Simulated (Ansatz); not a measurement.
System: HfO₂, space group Fm-3m (No. 225).

Structure:
```
CELL_PARAMETERS angstrom
0.00000 2.53550 2.53550
2.53550 0.00000 2.53550
2.53550 2.53550 0.00000
ATOMIC_POSITIONS crystal
Hf 0.00000 0.00000 0.00000
O 0.25000 0.25000 0.25000
O 0.75000 0.75000 0.75000
```

Method: infrared-active and silent optical phonons at the zone centre of an insulator with atoms at rest in the given cell, intensity summed over the level, zero macroscopic field, imaginary frequencies are negative, field response on a mesh refined by the program; PAW (Ansatz 0.2.0). Level: PBE, no spin polarisation.

- wave cutoff: 420 eV
- k mesh: 8×8×8
- occupations: fixed
- pressure: 4 GPa

What does the calculation give for the infrared spectrum of the zone-centre phonons?

The strongest infrared line is at 232.1 cm⁻¹, the only infrared-active level.

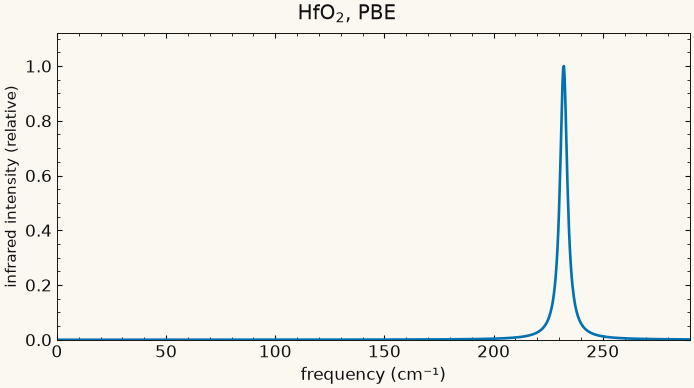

Lines are broadened by Lorentzians of 4 cm⁻¹ full width; the spectrum is scaled to its strongest line. These are zero-field (TO) frequencies; inactive modes don't show.
